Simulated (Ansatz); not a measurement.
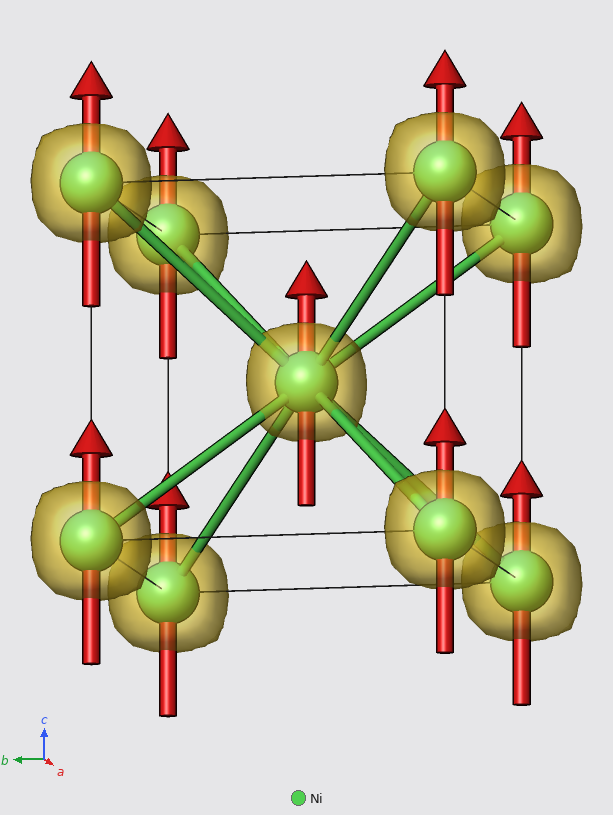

Figure. Ni. Isosurface of the size of the magnetisation density at 0.3 e/Å³ (yellow), with the spin moments of the magnetic sites as arrows; seen at an oblique angle.

Space group Im-3m; a structure from a database of computed crystals, not necessarily the ambient phase; with non-collinear spins.

The calculation used DFT, LDA, PAW with Ansatz's default frozen-core files, scalar-relativistic in Ansatz.

Question: Describe the magnetic structure.

Answer: Spin moments: Ni 0.5 μB. All point the same way (ferromagnetic), along [0 0 1] of the cell.
